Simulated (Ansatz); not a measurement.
The Ansatz input:

```
crystal:
  lattice:
    - [3.612429659, 0.0, 0.0]
    - [-1.8062148295, 3.1284558541, 0.0]
    - [0.0, 0.0, 26.1305357194]
  atoms:
    - { symbol: Tl, position: [0.3333333333, 0.6666666667, 0.2898399452] }
    - { symbol: Tl, position: [0.6666666667, 0.3333333333, 0.3961457181] }
    - { symbol: Tl, position: [0.3333333333, 0.6666666667, 0.4999999976] }
    - { symbol: Tl, position: [0.6666666667, 0.3333333333, 0.6038542822] }
    - { symbol: Tl, position: [0.3333333333, 0.6666666667, 0.7101600569] }
basis:
  ecutwfc: 420
kpoints:
  mp_grid: { grid: [12, 12, 1] }
  band_path:
    path:
      - [0.5, 0, 0]
      - [0, 0, 0]
      - [0.3333333333333, 0.3333333333333, 0]
      - [0.5, 0, 0]
    npoints: 12
hamiltonian:
  xc: pbe
scf:
  occupations: { method: gaussian, width: 0.1 }
  n_extra_bands: 32
output:
  forces: true
  eigenvalues: true
  populations: true
  fatbands: true
  write_density: true
  write_potential: true
  elf: true
  volumetric_format: npy
magnetization:
  noncollinear: true
  spin_orbit: true
efield:
  axis: 3
  dipole_correction: true
  ramp_width: 0.04
```

Launched with:
```bash
ansatz run input.yaml --threads 2 --pin off --max-ram 5632MiB --backend cpu --events-out ev --progress --plain --runs-dir out
```

Predict the main features of the band structure. The path is M–Γ–K–M.

A metal: 7 spinor bands cross the Fermi level along this path (the two partners of a degenerate pair count as two). Bands cross the Fermi level on every line of the path. At Γ the nearest levels lie 0.16 eV below and 1.77 eV above the Fermi level.

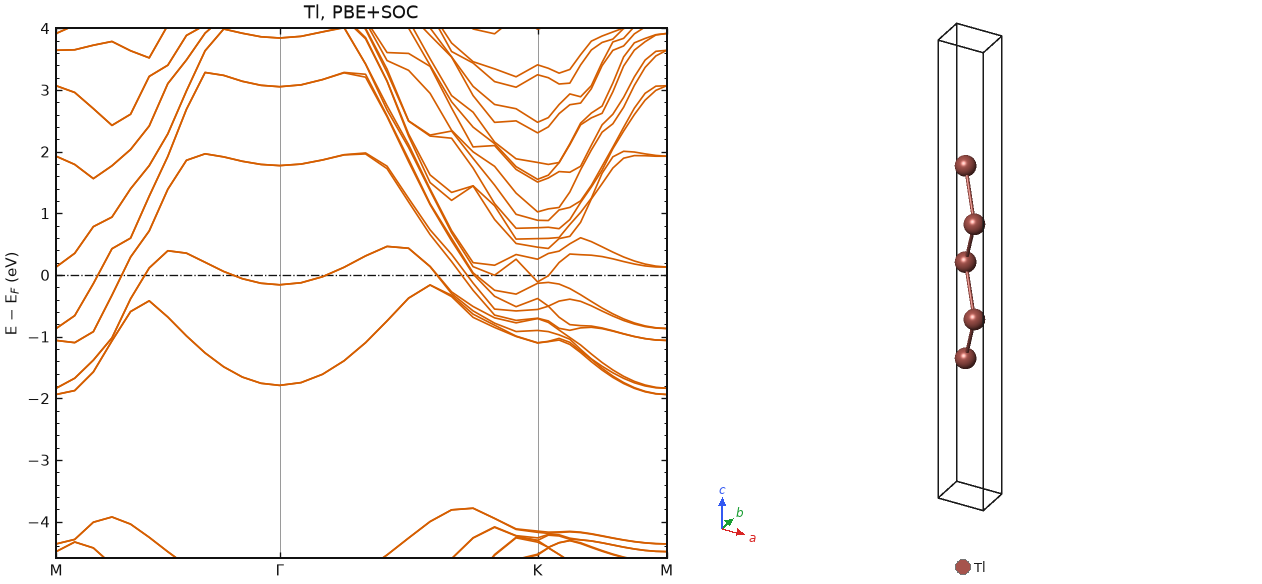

Band structure, beside the structure. Energies are counted from the Fermi level.
